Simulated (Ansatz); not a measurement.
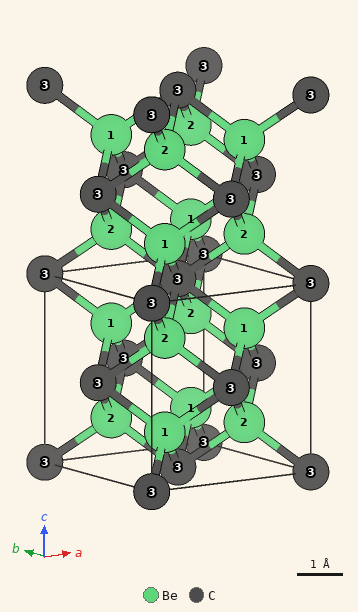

The starting point is a symmetric starting cell of Be2C. A ball-and-stick model of the conventional cell (4 times the calculation's cell), repeated 1 × 1 × 2 with one cell outlined, seen from a free direction. Lengths and directions refer to the drawn axes.

All numbers below come from DFT PBE, scalar-relativistic, plane waves, PAW (Ansatz 0.2.0). Settings: plane-wave cutoff 420 eV; k-point mesh 12 × 12 × 12; occupations gaussian; smearing width 0.02 eV; no spin polarisation.

Now this is done to it. All lengths are scaled by +4.5 % (volume +14.1 %), the atoms keeping their fractional coordinates. No relaxation follows. The starting cell wasn't computed here and needn't be at equilibrium, so pressure and forces aren't due to the change alone.

What is the effect?

Answer. Near-neighbour distances before and after: Be–C 1.875 → 1.959 Å. The space group stays Fm-3m (No. 225). The pressure is −21.2 GPa (not all of it need come from the change, since the unchanged cell can be under pressure at this level too). All forces vanish by symmetry.

Drawn alike, the variant:

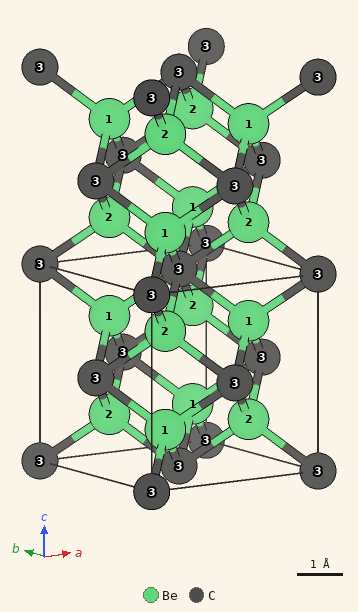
